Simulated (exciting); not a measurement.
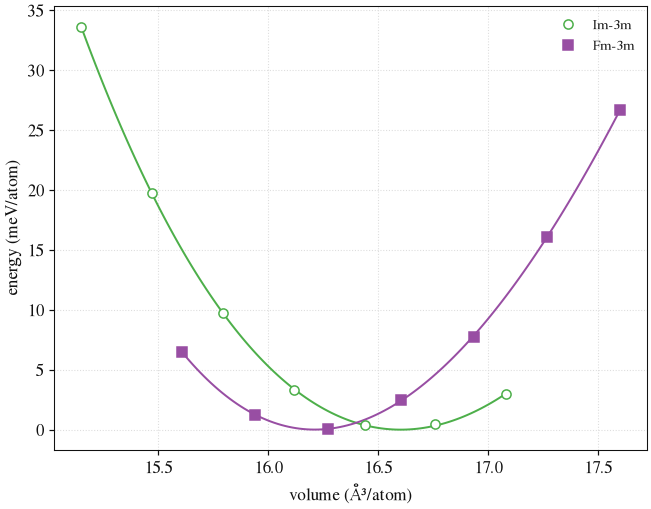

The plot gives the computed energy against volume, with one curve for each structure, for Al. Each energy curve has its own zero, so the curves don't rank the structures.

How it was computed, with exciting sodium: all-electron LAPW DFT, no spin polarisation; energies at scaled volumes of the given cell, shape and fractions fixed, counted from the fit's minimum, third-order Birch-Murnaghan fit. Level: PBEsol.

- occupations: Fermi–Dirac
- smearing width: 0.05 eV
- potentials: all electron LAPW+lo, shipped species files

Settings that differ: Im-3m: k mesh 12×12×12; Fm-3m: k mesh 11×11×11.

Q: Order the curves by fitted equilibrium volume, smallest first.

A: Fm-3m 16.211, Im-3m 16.602 Å³/atom.

Q: Order the curves by fitted bulk modulus, smallest first.

A: Im-3m 73.1, Fm-3m 85.3 GPa.
